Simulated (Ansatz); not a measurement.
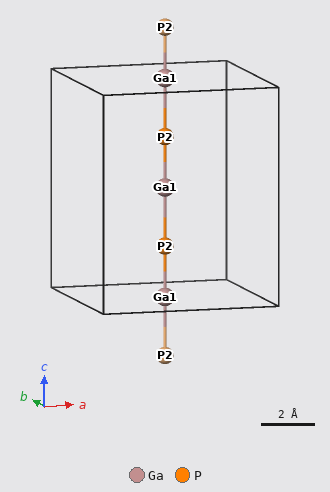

Figure 1. The structure as given in the input (ball-and-stick view of the 2 repeat of the cell, with the vacuum cut short, seen slightly off an axis; neighbours outside the cell are drawn fainter; atoms are numbered from 1 in the order of the input). Near neighbours in the crystal (not all of them lie inside the picture): Ga has 2 P at 1.97 to 2.27 Å; P has 2 Ga at 1.97 to 2.27 Å.

# Run report: GaP, geometry relaxation (part 1 of 3)

GaP (2 atoms in the cell), computed with DFT PBEsol, scalar-relativistic, plane waves, PAW, spin-polarised (Ansatz 0.2.0).

The structure derives from an entry of the Crystallography Open Database. It belongs to a series of runs on one base structure; here: dimerised chain of atoms. Figures and captions count atoms from 1; the log counts them from 0 in places.

### Input
```yaml
crystal:
  lattice:
    - [9.0, 0.0, 0.0]
    - [0.0, 9.3, 0.0]
    - [0.0, 0.0, 4.2388524166]
  atoms:
    - { symbol: Ga, position: [0.5, 0.5, 0.0], spin: 0.5 }
    - { symbol: P, position: [0.5, 0.5, 0.465], spin: 0.5 }
basis:
  ecutwfc: 420
kpoints:
  mp_grid: { grid: [1, 1, 15] }
hamiltonian:
  xc: pbesol
scf:
  occupations: { method: gaussian, width: 0.05 }
output:
  forces: true
  stress: true
  eigenvalues: true
  populations: true
  write_density: true
  write_potential: true
  elf: true
  volumetric_format: npy
magnetization:
  spin_polarized: true
relax:
  adjacent_minimum: "off"
  f_tol: 0.01
  max_steps: 45
  cell: { fix: [a, b, alpha, beta, gamma], stress_tol: 0.03 }
```

Run as:
```bash
ansatz run input.yaml --threads 2 --pin off --max-ram 5120MiB --backend cpu --events-out ev --progress --plain --runs-dir out
```

### Output
```
Engine: ansatz 0.2.0, x86_64-unknown-linux-gnu
Pseudopotentials: kind: paw
Pseudopotential: Ga, paw, valence charge 13, recommended cutoff 420 eV (normal), Ga.paw.azcp
Pseudopotential: P, paw, valence charge 5, recommended cutoff 420 eV (normal), P.paw.azcp
Functional definition: PBEsol
  exchange = pbesol_x
  correlation = pbesol_c
Crystal: 2 atoms, lattice volume = 354.792 Å³
Basis set: ecut = 420 eV, 6915 PW (Γ), exchange–correlation on 128×128×60 points (8 copies of the dense FFT grid, shifted against one another)
Bands: 14, of which v1, the nominal top of the filled ones, is band 9 counted from 1 (8 counted from 0)
Symmetry: 4 space group operations
Space group: Pmm2 (ITA 25), of the structure as read, at distance tolerance 7.1e-5 Å
Magnetic group: BNS 25.57 (UNI 155), of the structure as read, at distance tolerance 7.1e-5 Å
k-points: 8 of 15 (time reversal used)
Non-local potential: Ga, projectors of the file, l = 0: 2, l = 1: 2, l = 2: 3, l = 3: 1
Non-local potential: P, projectors of the file, l = 0: 2, l = 1: 2, l = 2: 2
PAW form: soft (Blöchl's): semilocal exchange-correlation on the pseudo side does not see the compensation charge
PAW frozen core: Ga, regenerated for the run's functional, and the local potential with it (the file was generated under x = pbe(κ = 0.804, μ = 0.2195149727645171), c = pbe(β = 0.06672455060314922))
PAW frozen core: P, regenerated for the run's functional, and the local potential with it (the file was generated under x = pbe(κ = 0.804, μ = 0.2195149727645171), c = pbe(β = 0.06672455060314922))
PAW one-centre angular grid: Ga, 590 points (default); XC on 64 Gauss nodes
PAW one-centre angular grid: P, 110 points (default); XC on 64 Gauss nodes
Initial density: superposition of atomic densities (neutral atoms: chi_scale 0, normalization atom)
Starting moments: Σ|m| = 1 μB on 2 of 2 sites
Initial wavefunctions: pseudopotential atomic-orbital guess
Functional: x = pbesol(κ = 0.804, μ = 0.12345679012345678), c = pbesol(β = 0.046)
SCF iter   1: F=—  HF=-4480.992596 eV  |F-HF|=—  |Δ(HF+E_count)|=         —  Δρ=1.68e-2 (↑1.53e-2 ↓1.68e-2)  dr2=2.94e0  dr2_m=5.38e-1  M=0.054 μB ∫|m|=0.095 μB  β_m=0.30  ethr=3.10e-3  ⟨swp⟩=6.8  Hψ=1528  notcnv=0
preconditioner: auto → LDOS  [metal: Δε(μ)=0.054 eV  Ē_g=14.260 eV  σ=0.050 eV  W_gap=0.49  n_scr=30 (ndim 8)  ℏωp=8.4 eV  f_vac=0.713  D(μ)=2.07/eV (n_scr^D=8)]
spin=Collinear: LDOS preconditioning applied to the charge; magnetization (m = ρ↑ − ρ↓) channel mixes plain (no charge-response kernel on spin).
SCF iter   2: F=—  HF=-4480.618861 eV  |F-HF|=—  |Δ(HF+E_count)|=   3.74e-1  Δρ=1.21e-2 (↑1.06e-2 ↓1.21e-2)  dr2=1.52e0  dr2_m=2.65e-1  M=0.132 μB ∫|m|=0.138 μB  β_m=0.30  ethr=3.10e-3  ⟨swp⟩=2.8  Hψ=473  notcnv=0  defer=15
preconditioner: auto → Resta (q_TF=auto, 1.660 Å⁻¹)  ε∞=1.3  [insulator: Δε(μ)=0.155 eV  Ē_g=14.335 eV  σ=0.050 eV  W_gap=0.75  n_scr=30 (ndim 8)  ℏωp=8.4 eV  f_vac=0.726  D(μ)=2.43/eV (n_scr^D=8)  ε∞_Penn≈1.3  vacuum switching on, ρ_ref=1.5e-2 e/Å³]
spin=Collinear: Resta preconditioning applied to the charge; magnetization (m = ρ↑ − ρ↓) channel mixes plain (no charge-response kernel on spin).
SCF iter   3: F=—  HF=-4480.251040 eV  |F-HF|=—  |Δ(HF+E_count)|=   3.68e-1  Δρ=6.82e-3 (↑6.18e-3 ↓6.82e-3)  dr2=4.08e-2  dr2_m=1.27e-1  M=0.396 μB ∫|m|=0.398 μB  β_m=0.30  ethr=3.10e-3  ⟨swp⟩=3.2  Hψ=480  notcnv=0  defer=15
SCF iter   4: F=—  HF=-4480.258183 eV  |F-HF|=—  |Δ(HF+E_count)|=   7.14e-3  Δρ=4.48e-3 (↑4.48e-3 ↓4.46e-3)  dr2=5.34e-3  dr2_m=6.37e-2  M=0.393 μB ∫|m|=0.396 μB  β_m=0.30  ethr=2.27e-4  ⟨swp⟩=2.9  Hψ=536  notcnv=0  defer=13
SCF iter   5: F=—  HF=-4480.263615 eV  |F-HF|=—  |Δ(HF+E_count)|=   5.43e-3  Δρ=3.16e-3 (↑3.16e-3 ↓3.16e-3)  dr2=9.76e-4  dr2_m=3.21e-2  M=0.397 μB ∫|m|=0.401 μB  β_m=0.30  ethr=2.97e-5  ⟨swp⟩=2.1  Hψ=318  notcnv=0  defer=12
SCF iter   6: F=—  HF=-4480.267102 eV  |F-HF|=—  |Δ(HF+E_count)|=   3.49e-3  Δρ=2.24e-3 (↑2.22e-3 ↓2.24e-3)  dr2=5.09e-5  dr2_m=1.62e-2  M=0.398 μB ∫|m|=0.402 μB  β_m=0.30  ethr=5.42e-6  ⟨swp⟩=2.2  Hψ=355  notcnv=0  defer=12
SCF iter   7: F=—  HF=-4480.268120 eV  |F-HF|=—  |Δ(HF+E_count)|=   1.02e-3  Δρ=1.59e-3 (↑1.57e-3 ↓1.59e-3)  dr2=1.07e-5  dr2_m=8.16e-3  M=0.398 μB ∫|m|=0.403 μB  β_m=0.30  ethr=2.83e-7  ⟨swp⟩=3.1  Hψ=418  notcnv=0  defer=12
Mixer restart at iter 7: flushing history
spin-set hold released at iteration 7 (site moments contracting): the magnetisation degrees of freedom join the quasi-Newton model from the next iteration; the mixer history was flushed
SCF iter   8: F=—  HF=-4480.268638 eV  |F-HF|=—  |Δ(HF+E_count)|=   5.18e-4  Δρ=1.13e-3 (↑1.12e-3 ↓1.13e-3)  dr2=4.62e-6  dr2_m=4.12e-3  M=0.398 μB ∫|m|=0.404 μB  β_m=0.65  ethr=5.93e-8  ⟨swp⟩=2.1  Hψ=360  notcnv=0  defer=12
SCF iter   9: F=—  HF=-4480.269269 eV  |F-HF|=—  |Δ(HF+E_count)|=   6.31e-4  Δρ=3.53e-5 (↑3.53e-5 ↓3.02e-5)  dr2=5.80e-7  dr2_m=3.45e-6  M=0.399 μB ∫|m|=0.406 μB  β_m=0.82  ethr=2.57e-8  ⟨swp⟩=3.2  Hψ=433  notcnv=0  defer=12
SCF iter  10: F=—  HF=-4480.269279 eV  |F-HF|=—  |Δ(HF+E_count)|=   9.78e-6  Δρ=1.65e-5 (↑1.11e-5 ↓1.65e-5)  dr2=6.74e-7  dr2_m=5.79e-7  M=0.399 μB ∫|m|=0.406 μB  β_m=0.91  ethr=5.56e-10  ⟨swp⟩=17.5  Hψ=2142  notcnv=0
SCF iter  11: F=—  HF=-4480.269280 eV  |F-HF|=—  |Δ(HF+E_count)|=   1.54e-6  Δρ=1.03e-5 (↑1.03e-5 ↓4.17e-6)  dr2=1.39e-6  dr2_m=6.78e-8  M=0.399 μB ∫|m|=0.406 μB  β_m=0.74  ethr=3.22e-9  ⟨swp⟩=2.3  Hψ=386  notcnv=0
SCF iter  12: F=—  HF=-4480.269280 eV  |F-HF|=—  |Δ(HF+E_count)|=   2.51e-7  Δρ=2.29e-6 (↑1.79e-6 ↓2.29e-6)  dr2=1.53e-8  dr2_m=1.11e-8  M=0.399 μB ∫|m|=0.406 μB  β_m=0.75  ethr=5.56e-10  ⟨swp⟩=8.2  Hψ=1592  notcnv=0
SCF iter  13: F=—  HF=-4480.269280 eV  |F-HF|=—  |Δ(HF+E_count)|=   2.07e-8  Δρ=1.10e-6 (↑9.47e-7 ↓1.10e-6)  dr2=2.99e-9  dr2_m=2.45e-9  M=0.399 μB ∫|m|=0.406 μB  β_m=0.73  ethr=8.51e-11  ⟨swp⟩=8.4  Hψ=1333  notcnv=0
SCF iter  14: F=—  HF=-4480.269280 eV  |F-HF|=—  |Δ(HF+E_count)|=   4.75e-9  Δρ=3.22e-7 (↑3.22e-7 ↓2.59e-7)  dr2=4.44e-10  dr2_m=2.31e-10  M=0.399 μB ∫|m|=0.406 μB  β_m=0.70  ethr=1.66e-11  ⟨swp⟩=7.5  Hψ=1190  notcnv=0
SCF iter  15: F=-4480.269280 eV  HF=-4480.269280 eV  |F-HF|=4.91e-11  |Δ(HF+E_count)|=  4.98e-10  Δρ=1.08e-7 (↑9.98e-8 ↓1.08e-7)  dr2=8.64e-12  dr2_m=3.32e-11  M=0.399 μB ∫|m|=0.406 μB  ethr=2.47e-12  ⟨swp⟩=7.2  Hψ=1116  notcnv=0
SCF 1 converged in 15 iterations: F = -4480.269280 eV  dr2 = 8.64e-12
  greatest PAW one-centre occupation: 0.995 electrons in one spin orbital (limit 2), on the Ga atom at site 0 (counted from 0), in its partial waves of l = 2
relax step   1: F+E_penalty+E_count = -4480.26927993 eV  Δ(F+E_penalty+E_count) = +0.000e0 eV  max|allowed force component| = 4.014e0 eV/Å  Δτ_max = 0.0000 Å  P = +0.577 GPa  Ω = 354.792 Å³  fix = [a, b, alpha, beta, gamma]  reactions: a +0.013, b +0.009 GPa  (15 SCF iters, dr2 threshold 1.00e-7 eV, accepted)
Crystal: 2 atoms, lattice volume = 359.038 Å³
Basis set: ecut = 420 eV, 7015 PW (Γ), exchange–correlation on 128×128×60 points (8 copies of the dense FFT grid, shifted against one another)
Initial density: handed on by an earlier stage of this run
Starting moments: Σ|m| = 1 μB on 2 of 2 sites; this step starts from the density that it was given
Initial wavefunctions: those handed on with the density
iter 1 solved again at ethr=5.22e-4 eV; its pass at ethr=3.10e-3 eV (dr2=9.40e-2 eV) is discarded
SCF iter   1: F=—  HF=-4480.568279 eV  |F-HF|=—  |Δ(HF+E_count)|=         —  Δρ=3.21e-3 (↑2.32e-3 ↓3.21e-3)  dr2=9.46e-2  dr2_m=1.56e-2  M=0.395 μB ∫|m|=0.407 μB  β_m=0.30  ethr=5.22e-4  ⟨swp⟩=1.4  Hψ=1556  notcnv=0
preconditioner: auto → Resta (q_TF=auto, 1.657 Å⁻¹)  ε∞=1.3  [insulator: Δε(μ)=0.209 eV  Ē_g=14.435 eV  σ=0.050 eV  W_gap=0.51  n_scr=30 (ndim 8)  ℏωp=8.3 eV  f_vac=0.747  D(μ)=3.31/eV (n_scr^D=8)  ε∞_Penn≈1.3  vacuum switching on, ρ_ref=1.5e-2 e/Å³]
spin=Collinear: Resta preconditioning applied to the charge; magnetization (m = ρ↑ − ρ↓) channel mixes plain (no charge-response kernel on spin).
SCF iter   2: F=—  HF=-4480.548247 eV  |F-HF|=—  |Δ(HF+E_count)|=   2.00e-2  Δρ=1.95e-3 (↑1.48e-3 ↓1.95e-3)  dr2=1.40e-2  dr2_m=7.89e-3  M=0.399 μB ∫|m|=0.414 μB  β_m=0.41  ethr=5.22e-4  ⟨swp⟩=2.9  Hψ=344  notcnv=0
SCF iter   3: F=—  HF=-4480.549815 eV  |F-HF|=—  |Δ(HF+E_count)|=   1.57e-3  Δρ=7.74e-4 (↑6.66e-4 ↓7.74e-4)  dr2=4.23e-4  dr2_m=1.56e-3  M=0.400 μB ∫|m|=0.429 μB  β_m=0.57  ethr=7.76e-5  ⟨swp⟩=2.8  Hψ=376  notcnv=0
SCF iter   4: F=—  HF=-4480.551497 eV  |F-HF|=—  |Δ(HF+E_count)|=   1.68e-3  Δρ=2.16e-4 (↑2.05e-4 ↓2.16e-4)  dr2=2.94e-4  dr2_m=9.00e-5  M=0.400 μB ∫|m|=0.442 μB  β_m=0.52  ethr=2.35e-6  ⟨swp⟩=2.3  Hψ=401  notcnv=0
SCF iter   5: F=—  HF=-4480.551518 eV  |F-HF|=—  |Δ(HF+E_count)|=   2.06e-5  Δρ=7.81e-5 (↑6.31e-5 ↓7.81e-5)  dr2=2.18e-6  dr2_m=1.57e-5  M=0.400 μB ∫|m|=0.449 μB  β_m=0.76  ethr=1.63e-6  ⟨swp⟩=2.0  Hψ=364  notcnv=0
SCF iter   6: F=—  HF=-4480.551579 eV  |F-HF|=—  |Δ(HF+E_count)|=   6.14e-5  Δρ=2.83e-5 (↑1.25e-5 ↓2.83e-5)  dr2=1.84e-6  dr2_m=1.28e-6  M=0.400 μB ∫|m|=0.453 μB  β_m=0.78  ethr=1.11e-9  ⟨swp⟩=15.1  Hψ=2215  notcnv=0
SCF iter   7: F=—  HF=-4480.551583 eV  |F-HF|=—  |Δ(HF+E_count)|=   3.25e-6  Δρ=8.22e-6 (↑8.22e-6 ↓4.09e-6)  dr2=3.17e-7  dr2_m=5.47e-8  M=0.400 μB ∫|m|=0.454 μB  β_m=0.70  ethr=1.02e-8  ⟨swp⟩=2.0  Hψ=370  notcnv=0
iter 8 did not close the SCF: its close was put off for a magnetic moment that had not settled (scf_convergence_deferred on its scf_iter line)
SCF iter   8: F=-4480.551583 eV  HF=-4480.551583 eV  |F-HF|=3.23e-9  |Δ(HF+E_count)|=   4.53e-8  Δρ=1.99e-6 (↑1.35e-6 ↓1.99e-6)  dr2=7.08e-9  dr2_m=8.16e-9  M=0.400 μB ∫|m|=0.454 μB  β_m=0.73  ethr=1.11e-9  ⟨swp⟩=10.4  Hψ=1647  notcnv=0
iter 9 did not close the SCF: its close was put off for a magnetic moment that had not settled (scf_convergence_deferred on its scf_iter line)
SCF iter   9: F=-4480.551583 eV  HF=-4480.551583 eV  |F-HF|=1.29e-9  |Δ(HF+E_count)|=   1.54e-8  Δρ=5.07e-7 (↑5.07e-7 ↓4.86e-7)  dr2=7.44e-11  dr2_m=7.94e-10  M=0.400 μB ∫|m|=0.454 μB  β_m=0.86  ethr=3.94e-11  ⟨swp⟩=6.0  Hψ=1254  notcnv=0
SCF iter  10: F=-4480.551583 eV  HF=-4480.551583 eV  |F-HF|=2.36e-11  |Δ(HF+E_count)|=   1.96e-9  Δρ=6.37e-8 (↑5.51e-8 ↓6.37e-8)  dr2=2.60e-12  dr2_m=1.12e-11  M=0.400 μB ∫|m|=0.454 μB  ethr=1.00e-12  ⟨swp⟩=4.9  Hψ=1166  notcnv=0
SCF 2 converged in 10 iterations: F = -4480.551583 eV  dr2 = 2.60e-12
relax step   2: F+E_penalty+E_count = -4480.55158262 eV  Δ(F+E_penalty+E_count) = -2.823e-1 eV  max|allowed force component| = 1.044e0 eV/Å  Δτ_max = 0.0515 Å  P = +0.323 GPa  Ω = 359.038 Å³  energy of the carried Pulay correction = -1.049e-4 eV  fix = [a, b, alpha, beta, gamma]  reactions: a +0.013, b +0.009 GPa  (10 SCF iters, dr2 threshold 2.00e-7 eV, accepted)
Crystal: 2 atoms, lattice volume = 363.743 Å³
Basis set: ecut = 420 eV, 7111 PW (Γ), exchange–correlation on 128×128×60 points (8 copies of the dense FFT grid, shifted against one another)
iter 1 solved again at ethr=6.82e-5 eV; its pass at ethr=3.10e-3 eV (dr2=1.23e-2 eV) is discarded
```
